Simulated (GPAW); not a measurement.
AlN (F-43m): how ε∞ follows the gap

The empty bands of AlN (F-43m) are shifted up rigidly by Δ, and ε∞ is computed for each shift.

It takes space group F-43m (No. 216, cubic). The conventional cell has a = 4.368 Å, b = 4.368 Å, c = 4.368 Å, α = 90.00°, β = 90.00°, γ = 90.00°. Al on site a is surrounded by 4 N at 1.89 Å. N on site d is surrounded by 4 Al at 1.89 Å.

Method: GPAW 26.7.0, LDA, RPA, k-mesh 14×14×14, local fields up to 50 eV, Lorentzian half width 0.15 eV.

Launch of the response step: `OMP_NUM_THREADS=1 python df.py`. The series took 41 s in all, its band step included, on 1 thread of Arm Neoverse V1, on a shared host.

```tsv
Δ (eV)	ε∞
0.00	?
0.40	4.331
0.80	4.193
1.20	4.067
1.60	3.951
2.00	3.845
```

With one effective transition at E₀ and fixed dipole strength, ε∞ − 1 = A/(E₀ + Δ), so 1/(ε∞ − 1) is linear in Δ.

Working, on the rows shown:

| x = Δ (eV) | y = 1/(ε∞ − 1) |
| --- | --- |
| 0.4 | 0.30021 |
| 0.8 | 0.313185 |
| 1.2 | 0.326052 |
| 1.6 | 0.338868 |
| 2 | 0.351494 |

Means: x̄ = 1.2, ȳ = 0.32596. Σ(x − x̄)(y − ȳ) = 0.0513, Σ(x − x̄)² = 1.6. Slope = 0.0513 / 1.6 = 0.03206; intercept = ȳ − slope · x̄ = 0.28749. Turned back into ε∞, the line misses the rows shown by at most 0.0011.

Question: Fill in the last column of the withheld row.

Answer: At x = 0 the line gives y = 0.28749, that is 4.478. The run gave 4.483, so the extrapolation is off by 0.0046, 0.7 % of the range in the table.

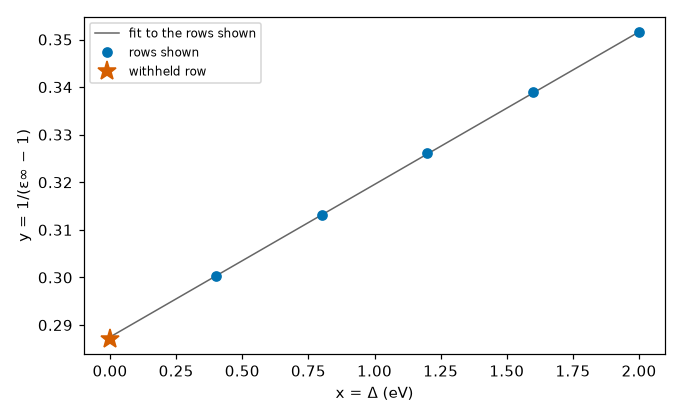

Refitted with all rows, the slope is 0.0322 and the intercept 0.28729. These give E₀ = intercept/slope = 8.9 eV, far above the least direct gap of 4.17 eV: most of the screening comes from transitions well over the edge. Over the first step ε∞ falls by 8 % per eV. Excitons are left out; LDA gaps are as a rule too small. The values come from a sum over the points of one k-mesh and carry its error, which grows as the direct gap shrinks. The local-field cutoff holds few shells of reciprocal vectors for this small cell, so ε∞ can read a few per cent high.

[Logs are printed without paths, hosts, clocks, repeated set-up lines and the standing remarks that a program may print on its own settings, such as how far it seeks lower states.]
